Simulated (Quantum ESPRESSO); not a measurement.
## Energy of CdGeAs₂ along an even scaling of the cell

System: CdGeAs₂ (8 atoms in the cell).
Method: Kohn-Sham DFT of a periodic cell, PBEsol, GBRV 1.5 PBEsol, no spin polarisation (Quantum ESPRESSO 7.5).

The 7 runs differ only in the geometry, by an even scaling of the cell at fixed fractional positions. The structure derives from a Materials Project entry.

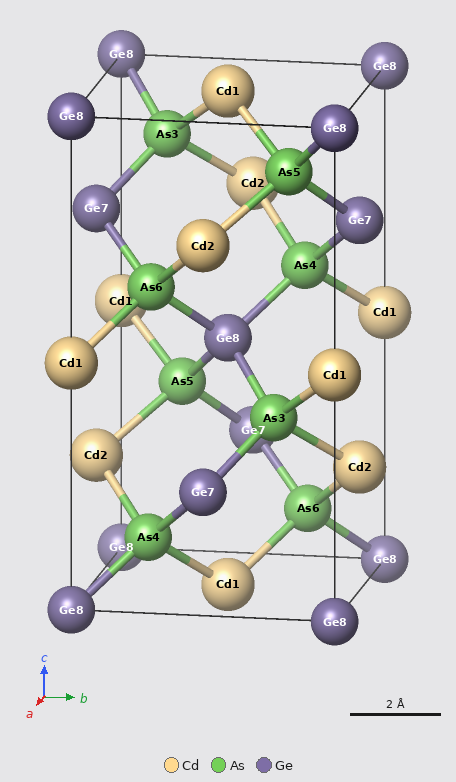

Figure 1. The structure of run 4 (ball-and-stick view of the cell 2 times as large as that of the calculation, set on its symmetry axes, seen slightly off an axis; atoms are numbered from 1 in the order of the input).

## Input of run 4
```
&CONTROL
  calculation = 'scf'
  prefix = 'pwscf'
  outdir = './tmp'
  pseudo_dir = './pseudo'
  tprnfor = .true.
  tstress = .true.
  disk_io = 'nowf'
/
&SYSTEM
  ibrav = 0
  nat = 8
  ntyp = 3
  ecutwfc = 45
  ecutrho = 360
  nbnd = 48
  occupations = 'smearing'
  smearing = 'fd'
  degauss = 0.00367493
/
&ELECTRONS
  conv_thr = 1.6d-09
  electron_maxstep = 120
  mixing_beta = 0.5
/
ATOMIC_SPECIES
Cd   112.4140 cd_pbesol_v1.uspp.F.UPF
As    74.9216 as_pbesol_v1.uspp.F.UPF
Ge    72.6300 ge_pbesol_v1.4.uspp.F.UPF
CELL_PARAMETERS angstrom
  -2.9888745628    2.9888745628    5.6642966801
   2.9888745628   -2.9888745628    5.6642966801
   2.9888745628    2.9888745628   -5.6642966801
ATOMIC_POSITIONS crystal
Cd     0.5000000000    0.5000000000    0.0000000000
Cd     0.2500000000    0.7500000000    0.5000000000
As     0.0962175700    0.1250000000    0.4712175700
As     0.3750000000    0.9037824300    0.0287824300
As     0.6537824300    0.6250000000    0.5287824300
As     0.8750000000    0.3462175700    0.9712175700
Ge     0.7500000000    0.2500000000    0.5000000000
Ge     0.0000000000    0.0000000000    0.0000000000
K_POINTS automatic
6 6 6 0 0 0
```

Command:
```bash
OMP_NUM_THREADS=1 mpirun -n 2 pw.x -nk 2 -in pw.in > pw.out
```

Run 3 differs from it as follows:
```diff
-  -2.9888745628    2.9888745628    5.6642966801
-   2.9888745628   -2.9888745628    5.6642966801
-   2.9888745628    2.9888745628   -5.6642966801
+  -2.9688143976    2.9688143976    5.6262801207
+   2.9688143976   -2.9688143976    5.6262801207
+   2.9688143976    2.9688143976   -5.6262801207
```

## Results, with one run withheld

```csv
run,volume per atom (Å³),"free energy per atom, from the lowest run given (meV)",pressure (GPa),gap on the mesh (eV)
1,23.783,14.59,3.69,0.00
2,24.289,5.24,2.14,0.15
3,24.795,?,?,?
4,25.301,0.00,−0.50,0.19
5,25.807,3.18,−1.60,0.19
6,26.313,9.66,−2.59,0.18
7,26.819,19.11,−3.47,0.18
```

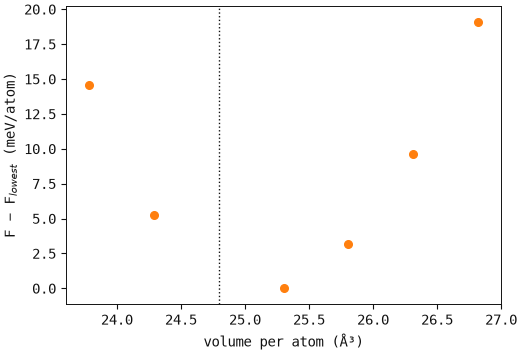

Figure 2. Free energy per atom of the runs given; the dotted line marks run 3.

Fit the runs given and predict run 3.

A cubic polynomial in V^(−2/3) (the Birch–Murnaghan form), fitted to the 6 runs given, misses them by under 0.01 meV per atom. With x = V^(−2/3) − 0.11589 Å⁻², it reads F = 0.14578 − 1117.4 x + 7.8328e+05 x² + 2.0826e+06 x³ (meV per atom). At run 3 it gives 0.54 meV per atom, and the run itself gives 0.54. The slope of the fit gives a pressure −dF/dV of 0.80 GPa there, and the run prints 0.75 GPa. The two needn't agree exactly: the fit is approximate, and the printed stress is taken on a finite basis. The fit has its minimum at 25.116 Å³ per atom, where V d²F/dV² gives 60.7 GPa. Cell shape and fractional positions are held, so this is the stiffness under even scaling; the relaxed bulk modulus wasn't computed. The gap on the mesh lies between 0.00 eV (run 1) and 0.20 eV (run 3); run 3 has 0.20 eV. These are gaps of this functional on this mesh, which can miss the band edges; they aren't the measured gap.

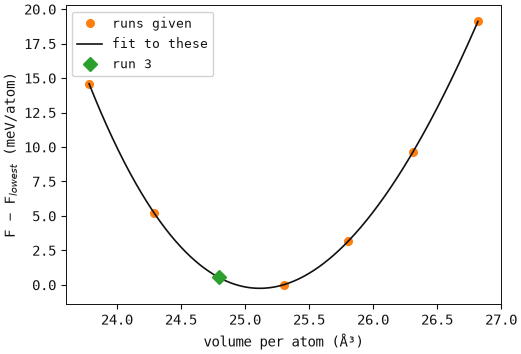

Figure 3. The fit and the withheld run.

## Some lines of the output (run 3)
```
[...]
     total energy              =    -815.13166776 Ry
     total energy              =    -815.28717350 Ry
     total energy              =    -815.31015191 Ry
     total energy              =    -815.31063725 Ry
     total energy              =    -815.31083227 Ry
     total energy              =    -815.31086359 Ry
     total energy              =    -815.31086406 Ry
     total energy              =    -815.31086421 Ry
     total energy              =    -815.31086423 Ry
     the Fermi energy is     6.6715 ev
!    total energy              =    -815.31086424 Ry
     The total energy is F=E-TS. E is the sum of the following terms:
     Computing stress (Cartesian axis) and pressure
          total   stress  (Ry/bohr**3)                   (kbar)     P=        7.49
```

Notes on the run: negative rho.
